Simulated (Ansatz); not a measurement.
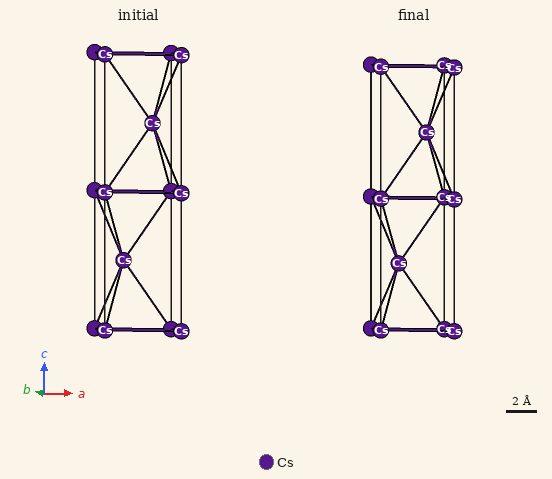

The structure of solid Cs (built on the database_194 type) before (left) and after (right) a relaxation, at one scale.

A ball-and-stick model of the cell of the calculation, seen from a free direction.

Case: structure listed in a database for this formula (P6_3/mmc, No. 194).

The calculation used Ansatz 0.2.0, DFT PBEsol, scalar-relativistic, plane waves, PAW. Set-up: plane-wave cutoff 420 eV; k-point mesh 9 × 9 × 4; occupations gaussian; smearing width 0.1 eV; no spin polarisation; cell and atoms relaxed; force threshold 0.01 eV/Å; at most 80 steps.

> Summarise the run.

After 3 accepted moves (4 points after the start) the energy has fallen by 46.5 meV per cell of the calculation. All forces vanish by symmetry, so only the cell relaxes. The pressure goes from −0.22 to −0.01 GPa. At 1 point the geometry stayed and the basis and grid were re-selected for the new cell (energy shift of 0.1 meV per cell of the calculation at most each time). The atoms keep their places relative to the cell (all moves are under 0.005 Å). The drawn cell changes as follows: a = b 5.566 → 5.337 Å (−4.1 %), c 18.522 → 17.692 Å (−4.5 %); the volume changes by −12.2 %. Some distances before and after: Cs–Cs 5.636 → 5.391 Å, Cs–Cs 5.566 → 5.337 Å. The space group stays P6_3/mmc (No. 194).
